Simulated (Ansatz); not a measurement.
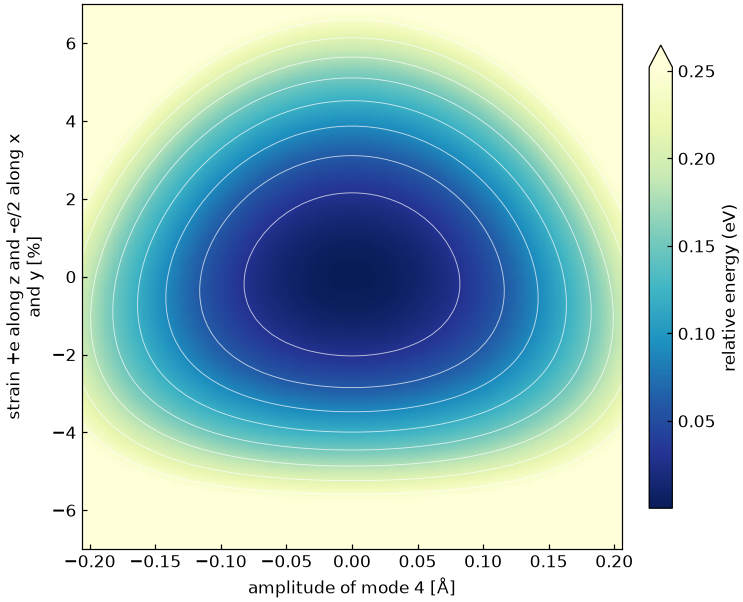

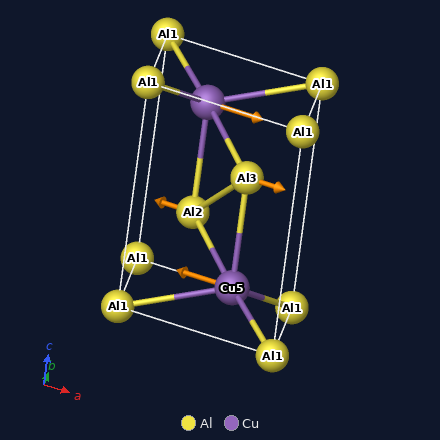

Energy landscape of Al₃Cu₂ (P-3m1, No. 164; 5 atoms in the cell). The energy is mapped over a normal mode and a strain (zone-centre modes of the 5-atom cell of this scan) (x along [1 0 0], y along [1 2 0], z along [0 0 1] of the conventional cell). Coordinates scanned: (1) amplitude of mode 4 (128 cm⁻¹), largest displacement in the unstrained cell; (2) strain +e along z and -e/2 along x and y. Nothing is relaxed (the pattern is fixed in fractional coordinates). The scan uses an 11 × 7 grid; 42 points were computed and 35 follow by symmetry. Points are written as (first, second). All energies are given in eV per cell relative to the lowest grid point. Method: DFT LDA, scalar-relativistic, plane waves, PAW in Ansatz. Settings: cutoff 520 eV, k-mesh 12×12×8 in the order of the run's cell vectors, gaussian smearing 0.15 eV, no spin polarisation.

Drawn: a smooth colour map with a few white contour lines, one colour for all values above the top of the scale. Between grid points the surface is interpolated. The second picture is the structure at the lowest point

**Describe this landscape.**

The lowest grid point is at (0.000 Å, 0.00 %). No other kind of well shows on this grid. The highest grid point, (−0.206 Å, 7.00 %), lies 0.530 eV above the lowest.

Time for the 42 points that were run: 16 min on 4 threads of AMD EPYC 7R43 64-Core Processor (Zen 3), with other jobs on the host.

PAW datasets: the set soft_1.
